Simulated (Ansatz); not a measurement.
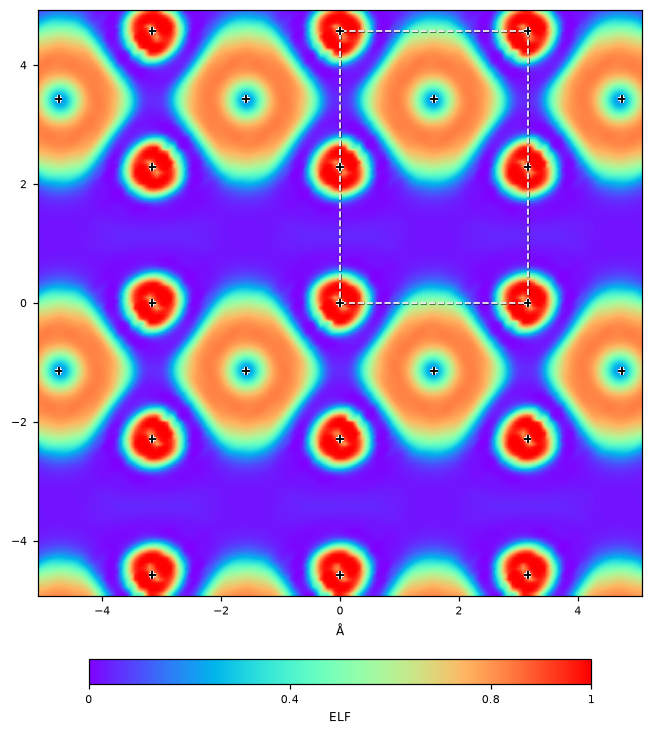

The ELF on a plane through atoms (crosses mark nuclei in the plane).

Method: DFT, HSE06, plane waves, PAW in Ansatz 0.2.0.

Candidates:
A. AlN, a = 3.27 Å, b = 3.27 Å, c = 4.80 Å, α = 90.00°, β = 90.00°, γ = 120.00°. Space group P6₃mc; started from the measured structure prototype, which need not be the ambient phase; changed on purpose from its base cell (epitaxial xy strain +5.3%); computed pressure about −14 GPa in this cell.
B. Li$_{2}$O, a = 3.16 Å, b = 3.16 Å, c = 4.57 Å, α = 90.00°, β = 90.00°, γ = 90.00°. Space group I4/mmm; started from the measured structure prototype, which need not be the ambient phase; changed on purpose from its base cell (biaxial xy strain -2.4%); computed pressure about 4 GPa in this cell.

> Which system is this?

Candidate B: Li$_{2}$O on the (100) plane of the conventional cell, which holds Li and O. Li–O (1.95 Å): the ELF peaks at about 0.85 in the valence shell of O, 0.6 Å from its nucleus, and falls to about 0 next to Li: a closed-shell, largely ionic contact.
